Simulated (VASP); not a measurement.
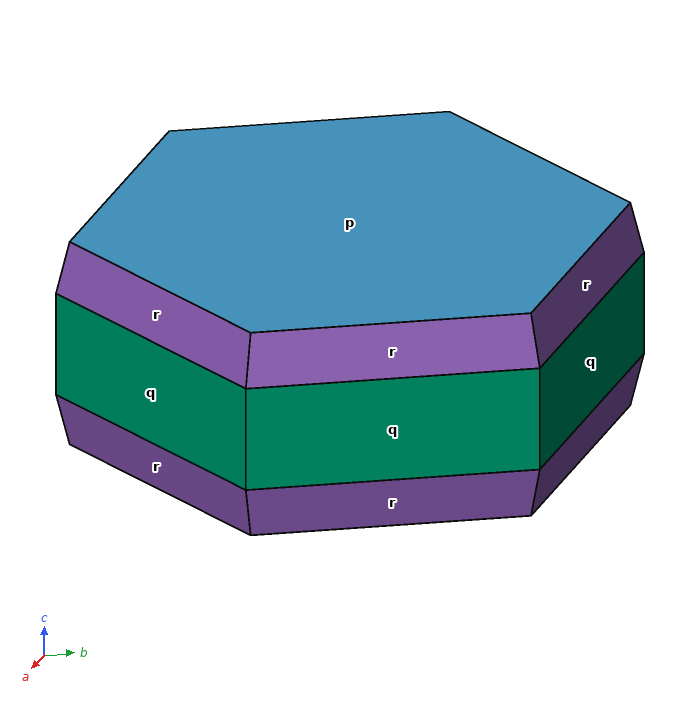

BFDH (Bravais–Friedel–Donnay–Harker) growth shape, computed from the cell and space group alone: each face lies at a distance from the centre proportional to 1/d(hkl), with d taken for the first order that the space group does not extinguish. It ignores bonding, solvent and kinetics. Faces of one form share a colour. Cell of MoSe2: space group P6_3/mmc (No. 194), a = 3.272 Å, b = 3.272 Å, c = 13.144 Å, α = 90.00°, β = 90.00°, γ = 120.00°. Source: coordinates from a relaxation with VASP Kohn-Sham DFT of a periodic cell, PBEsol, VASP PAW PBE potentials, recommended in VASP. Forms under 0.4 % of the area are left out.

> Index the forms that can be seen.

blue (p): {002} (d = 6.57 Å, 51 % of the area); teal (q): {100} (d = 2.83 Å, 24 % of the area); purple (r): {101} (d = 2.77 Å, 24 % of the area).
